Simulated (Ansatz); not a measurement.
The structure in question:

```
Na H
1.0
     4.79503    0.00000    0.00000
     0.00000    4.79503    0.00000
     0.00000    0.00000    4.79503
Na H
4 4
Direct
  0.00000 0.00000 0.00000
  0.00000 0.50000 0.50000
  0.50000 0.00000 0.50000
  0.50000 0.50000 0.00000
  0.50000 0.00000 0.00000
  0.50000 0.50000 0.50000
  0.00000 0.00000 0.50000
  0.00000 0.50000 0.00000
```

Before looking at a picture, describe the arrangement of atoms.

Answer. The solid is NaH. It belongs to space group Fm-3m (No. 225) and has a face-centred cubic lattice. It belongs to the family called rock salt (NaCl type). One cell contains 4 Na, 4 H, 8 atoms in all. About every Na there are six H in an octahedral arrangement at 2.40 Å. The H atoms are each bonded to six Na in an octahedral arrangement at 2.40 Å. The bonds build a three-dimensional framework.

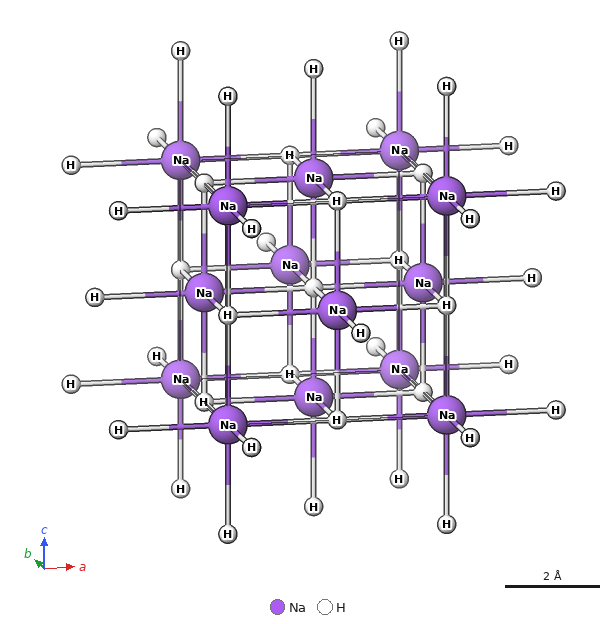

Crystal structure, ball-and-stick style, seen slightly off an axis. One conventional unit cell is framed, with atoms on its boundary repeated. Some neighbours outside the box are added. Colours: sodium purple, hydrogen white.

Starting structure: a structure listed in the Materials Project. This is the structure after a relaxation with Ansatz 0.2.0, DFT, r2SCAN, plane waves, PAW.
